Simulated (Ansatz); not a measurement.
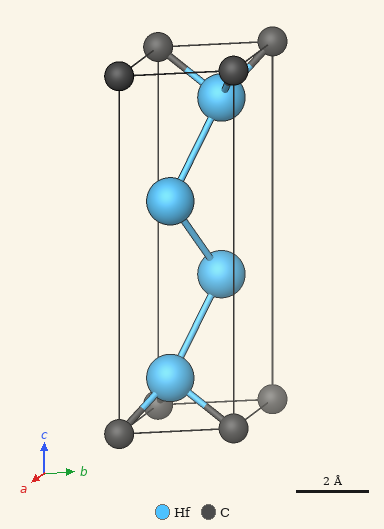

A ball-and-stick rendering, viewed slightly off an axis. The frame is the conventional unit cell; atoms at its boundary are shown with their periodic copies. Cell: a = 3.25 Å, b = 3.25 Å, c = 10.36 Å, α = 90.00°, β = 90.00°, γ = 120.00°.

The model was built from a structure type filled with these elements by a generator (whether the compound takes this form wasn't checked). Earlier steps of the study, as a rule a relaxation of our own, may have changed the cell and positions, so they can lie some per cent off the listed ones. It was run through Ansatz as a DFT input.

Summary of the structure:

It has the composition Hf₄C. It belongs to space group P-3m1 (No. 164) and has a primitive hexagonal lattice. With Z = 1, the cell contains 4 Hf, 1 C. Counting atoms within bonding range gives coordination numbers of Hf 12 to 15 (mean 13.5) and C 6.

The calculation used Ansatz 0.2.0, DFT PBE, scalar-relativistic, plane waves, PAW, with plane-wave cutoff 420 eV, a 12×12×4 k-point grid, Gaussian smearing of 0.1 eV, no spin polarisation.

How large a gap does the method give, if there is one?

A metal: bands cross the Fermi level.

State the Bader charges by element.

Hf -0.16 to +1.21 e; C -2.10 e.

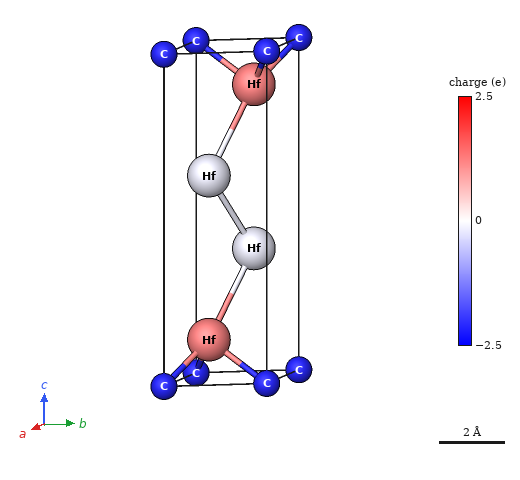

The atoms coloured by those charges. The run's cell of 5 atoms is drawn.

Is the structure in equilibrium?

Yes. All forces vanish to within 0.01 eV/Å. The pressure is 0.0 GPa, close to zero.
